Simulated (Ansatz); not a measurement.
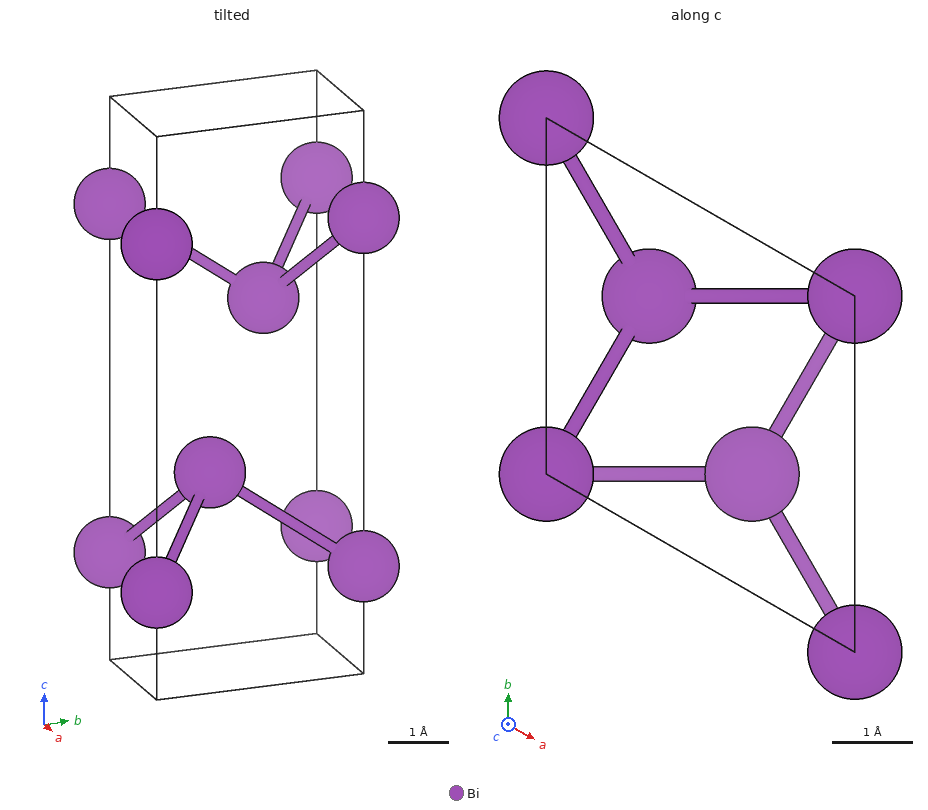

The figure gives a ball-and-stick picture of the atoms, viewed slightly off an axis and along the c axis. Lines trace the edges of the conventional unit cell. Cell: a = 4.51 Å, b = 4.51 Å, c = 9.50 Å, α = 90.00°, β = 90.00°, γ = 120.00°.

The structure comes from a structure type filled with this element by a generator (whether the element takes this form wasn't checked). Earlier steps of the study may have refined or changed the cell and positions. It was run through Ansatz as a DFT input.

> Give a description of the structure.

The element is bismuth. Its lattice is primitive hexagonal, its space group P-3m1 (No. 164). The cell holds four atoms. Bi is surrounded by three Bi in a trigonal pyramidal arrangement at about 3.1 Å. The bonds build Bi layers parallel to (001).

Electronic-structure method: DFT LDA, scalar-relativistic, plane waves, PAW in Ansatz. Parameters: a kinetic-energy cutoff of 420 eV, Brillouin-zone sampling on a 12×12×6 mesh, Gaussian smearing of 0.1 eV, no spin polarisation.

> Does it come out as a metal, or with a gap?

A metal: bands cross the Fermi level.

> Do the forces and the stress vanish for this geometry?

No. The largest force is 0.29 eV/Å, on Bi. The pressure is -2.8 GPa, so the cell would contract.

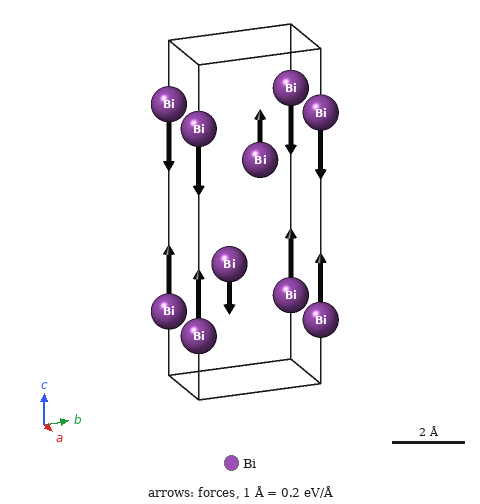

The forces as arrows. The run's cell of 4 atoms is drawn.
